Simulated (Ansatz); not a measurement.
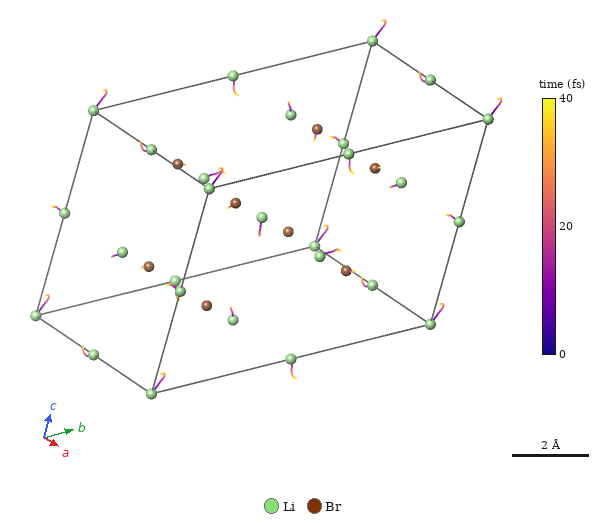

A Born-Oppenheimer molecular dynamics run of a 16-atom cell of LiBr (built on the rocksalt type), 40 fs long. Lines trace each atom's path, coloured by time; spheres stand at the starting positions. Seen slightly off an axis in the reduced simulation cell.

Computed with DFT, PBEsol, plane waves, PAW in Ansatz 0.2.0. Set-up: plane-wave cutoff 420 eV; k-point mesh 2 × 2 × 2; Fermi-Dirac smearing 0.112 eV; Langevin thermostat (NVT); set temperature 1300 K; time step 1 fs.

The input:
```yaml
crystal:
  lattice:
    - [0.0, 5.4791300935, 5.4791300935]
    - [5.4791300935, 0.0, 5.4791300935]
    - [5.4791300935, 5.4791300935, 0.0]
  atoms:
    - { symbol: Li, position: [0.0, 0.0, 0.0] }
    - { symbol: Br, position: [0.25, 0.25, 0.25] }
    - { symbol: Li, position: [0.0, 0.0, 0.5] }
    - { symbol: Br, position: [0.25, 0.25, 0.75] }
    - { symbol: Li, position: [0.0, 0.5, 0.0] }
    - { symbol: Br, position: [0.25, 0.75, 0.25] }
    - { symbol: Li, position: [0.0, 0.5, 0.5] }
    - { symbol: Br, position: [0.25, 0.75, 0.75] }
    - { symbol: Li, position: [0.5, 0.0, 0.0] }
    - { symbol: Br, position: [0.75, 0.25, 0.25] }
    - { symbol: Li, position: [0.5, 0.0, 0.5] }
    - { symbol: Br, position: [0.75, 0.25, 0.75] }
    - { symbol: Li, position: [0.5, 0.5, 0.0] }
    - { symbol: Br, position: [0.75, 0.75, 0.25] }
    - { symbol: Li, position: [0.5, 0.5, 0.5] }
    - { symbol: Br, position: [0.75, 0.75, 0.75] }
kpoints:
  mp_grid: { grid: [2, 2, 2] }
hamiltonian:
  xc: pbesol
scf:
  occupations: { method: fermi_dirac, width: 0.112 }
md:
  ensemble: nvt_langevin
  temperature: 1300
  timestep: 1.0
  n_steps: 40
  initial_velocities: maxwell_boltzmann
  seed: 2234
```

Launched with:
```bash
ansatz run input.yaml --threads 4 --pin off --max-ram 3686MiB --backend cpu --events-out ev --progress --plain --runs-dir out
```

Describe the motion.

Root-mean-square distances from the starting positions over the second half, with the common drift of all atoms taken out: Li 0.51 Å, Br 0.22 Å. The run lasts only 40 fs, too short to tell vibration from diffusion. Over the second half the temperature averages 1062 K (spread ±73 K). The potential energy is still drifting at the end, so the run hasn't reached equilibrium. The potential energy in the second half lies on average 85.5 meV per atom above the first frame.
